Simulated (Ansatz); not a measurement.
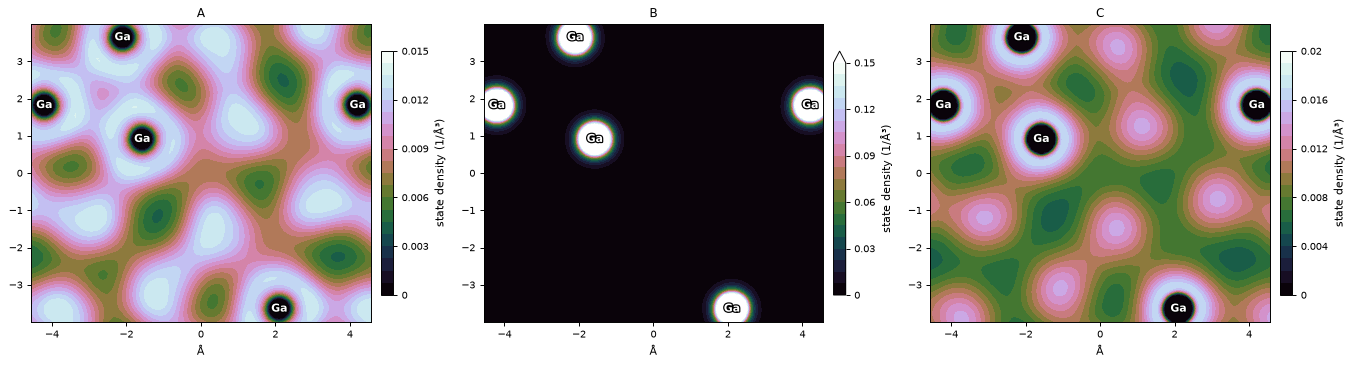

Ga: densities of the states in three energy windows, on the (111) plane of the conventional cell.

Space group I-43d; the calculation finds a residual pressure of about 4 GPa at this fixed cell.

Theory: DFT PBE, scalar-relativistic, plane waves, PAW in Ansatz 0.2.0.

Core electrons are frozen (PAW), so the fields are smoothed inside the atomic spheres.

The windows, about the Fermi level, are −15.1 to −14.6 eV, −11.6 to −7.7 eV and −1.2 to 0.0 eV. Which panel shows which?

Answer. Panel A: −1.2 to 0.0 eV, the filled states just under the Fermi level, mainly Ga 4p (75 %) and Ga 4s (25 %).
Panel B: −15.1 to −14.6 eV, a separate group of bands (semicore or deep states), mainly Ga 3d (over 95 %).
Panel C: −11.6 to −7.7 eV, the lower third of the occupied valence band, mainly Ga 4p (50 %) and Ga 4s (50 %).
The characters are Löwdin shares on a minimal set of atomic orbitals. At the bottom of an sp band the diffuse p orbitals of such a set take a share of s-like charge between the atoms, so the p share there is overstated.
